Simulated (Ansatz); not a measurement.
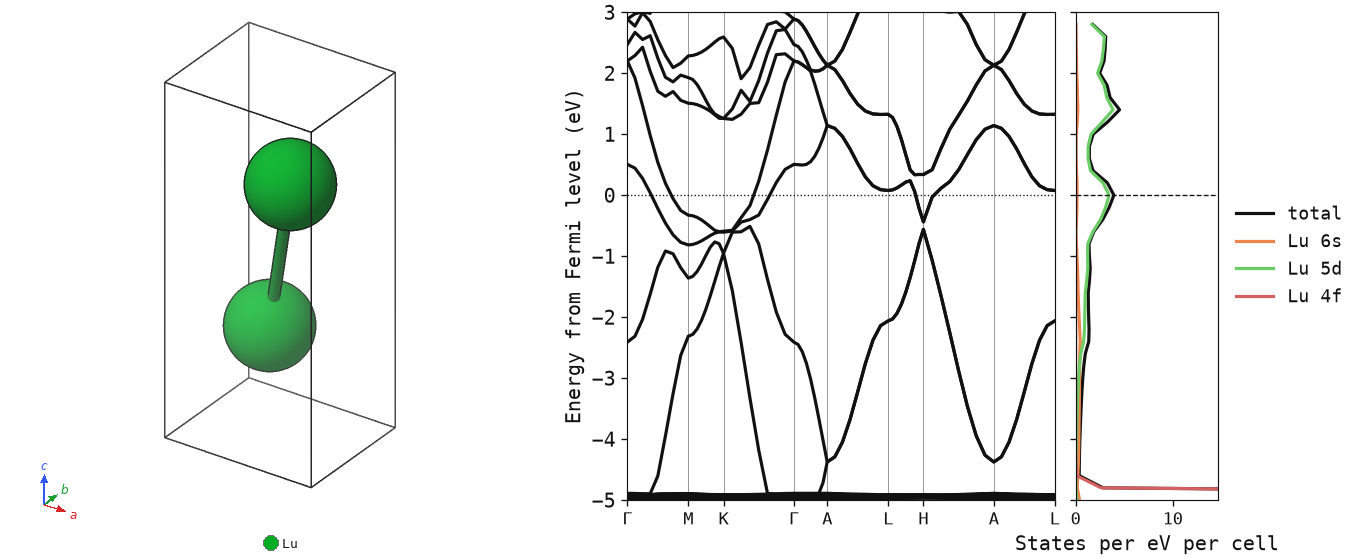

Band structure and density of states, beside the structure. Energies are counted from the Fermi level. The path runs straight from each named point to the next. The partial curves are projected on Löwdin-orthogonalised atomic shells.

The material is Lu, space group P6_3/mmc, 2 atoms in the cell; a = 3.51 Å, b = 3.51 Å, c = 5.57 Å, α = 90.00°, β = 90.00°, γ = 120.00°.

Ansatz; DFT, PBE, PAW with Ansatz's default frozen-core files, scalar-relativistic, no spin polarisation, 13×13×8 k mesh, 420 eV cutoff, Fermi-Dirac smearing of 0.03 eV.

> Metal, semiconductor or insulator?

A metal: 2 bands cross the Fermi level along this path.

> Which levels at Γ lie nearest to the Fermi level?

At Γ the nearest levels lie 2.41 eV below and 0.50 eV above the Fermi level.

Spin-orbit coupling is left out, which matters for Lu. The run has no spin polarisation, and a density of states this high at the Fermi level may favour a magnetic state.
